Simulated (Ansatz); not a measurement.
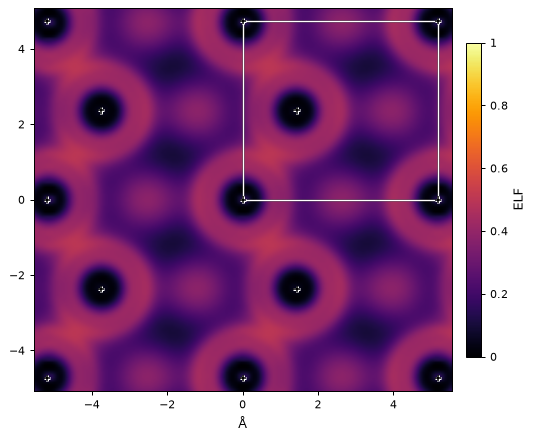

The ELF on a plane through atoms (crosses mark nuclei in the plane).

Computed with Ansatz 0.2.0, DFT PBEsol, scalar-relativistic, plane waves, PAW.

Candidates:
A. TaN, a = 2.90 Å, b = 2.90 Å, c = 8.52 Å, α = 90.00°, β = 90.00°, γ = 120.00°. Space group R-3m; computed pressure about 6 GPa in this cell.
B. Ge, a = 2.98 Å, b = 5.19 Å, c = 4.73 Å, α = 90.00°, β = 90.00°, γ = 90.00°. Space group Cmcm; a structure from a database of computed crystals, not necessarily the ambient phase; changed on purpose from its base cell (atom 1 (Ge) moved by (+0.300, +0.000) A along y and z).

Question: Which candidate gave the map?

Answer: Candidate B: Ge on the (100) plane of the conventional cell, which holds Ge. Ge–Ge (2.76 Å): the ELF reaches about 0.50 near the midpoint.
